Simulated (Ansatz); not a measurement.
Two G0W0 runs on P (honeycomb bilayer).

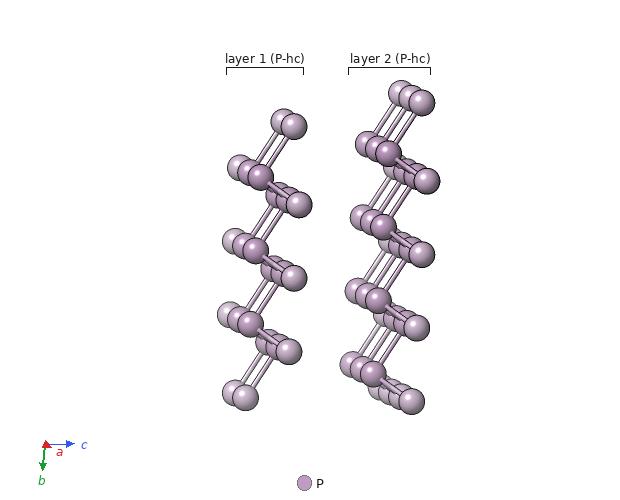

The structure (phosphorus pink). 2×3×1 cells are drawn. Some periodic images of atoms are drawn too.

The cell holds 4 atoms: 4 P. Cell: a = 3.257 Å, b = 3.257 Å, c = 34.900 Å, α = 90.0°, β = 90.0°, γ = 120.0°. Regions: layer 1 (P-hc), 2 atoms (2 P); layer 2 (P-hc), 2 atoms (2 P). Vacuum lies along c.

```
P
1.0
     3.25704    0.00000    0.00000
    -1.62852    2.82068    0.00000
     0.00000    0.00000   34.90000
P
4
Direct
  0.33333 0.66667 0.45208
  0.66667 0.33333 0.41647
  0.66667 0.33333 0.58353
  0.00000 0.00000 0.54792
```

The structure was relaxed with PBE-D3(BJ). The runs that relaxed it are not among those shown.

The first (Ansatz 0.2.0; start PBE, 6×6×1 mesh, 520 empty bands, screening to 80 eV, PAW set soft_1 files; 1 × NVIDIA H100 80GB HBM3 (shared by 6 runs) with 3 threads of AMD EPYC 7R13 (Zen 3), shared host) gave, on its mesh: starting gap 1.23 eV, G0W0 gap 2.24 eV, mean of 1 + 4πα/V (set by the cell height) 3.24, 22 s.

Q: The second changes empty bands from 520 to 212 and screening cutoff (eV) from 80.0 to 44. What does it give?

It gave: starting gap 1.23 eV, G0W0 gap 2.16 eV, mean of 1 + 4πα/V (set by the cell height) 3.31, 10 s. The G0W0 gap moves by −0.08 eV, +0.00 eV from the start and −0.08 eV from the correction. Σc changes by +0.29 eV at the valence top and +0.21 eV at the conduction bottom, and Σx − Vxc between them by +0.0001 eV.

Limits: not at the basis limit; coarse mesh for a sheet.

[Paths, hosts, dates, memory and timing lines, banners, echoed tables and standing remarks are left out of the program output.]

[Logs are printed without paths, hosts, clocks, repeated set-up lines and the standing remarks that a program may print on its own settings, such as how far it seeks lower states.]

[Runs of the session that timed out or met a known fault of the program may be left out.]

[Cells called generated may have been cut or substituted from an entry of the Crystallography Open Database or the Materials Project.]

[Hosts, paths, dates, database ids (printed as entryN), source tags and the programs' standing remarks are cut or masked in the printed files.]
